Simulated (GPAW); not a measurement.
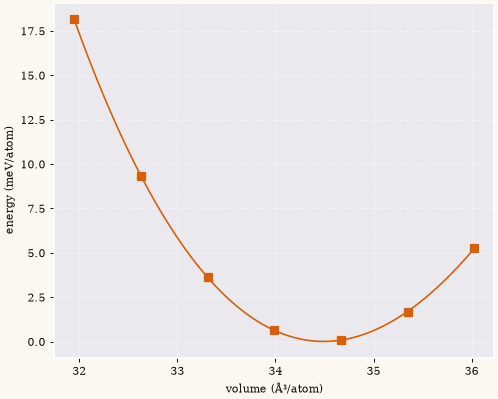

The picture above shows the energy against volume.

Computed with GPAW 26.7.0: PAW DFT in plane waves, on a grid or in atomic orbitals, no spin polarisation; energies at scaled volumes of the given cell, shape and fractions fixed, counted from the fit's minimum, third-order Birch-Murnaghan fit. Level: PBEsol.

For which of these solids was it computed?
A. Br, Cmce (No. 64)
B. AlCu₃, Pm-3m (No. 221)
C. Si, P6_3/mmc (No. 194)

A, Br: energy from 0.08 meV/atom to 18.17 meV/atom, V0 34.49 Å³/atom, B0 26.7 GPa. The others give: Si, energy from 0.02 meV/atom to 22.07 meV/atom, V0 20.09 Å³/atom, B0 93.7 GPa; AlCu₃, energy from 0.20 meV/atom to 27.63 meV/atom, V0 12.1 Å³/atom, B0 149 GPa.

For Br, limits of the calculation: shape and atomic fractions are frozen while scaling, which makes layered, chain and framework solids too stiff.

For Si, limits of the calculation: shape and atomic fractions are frozen while scaling, which makes layered, chain and framework solids too stiff.
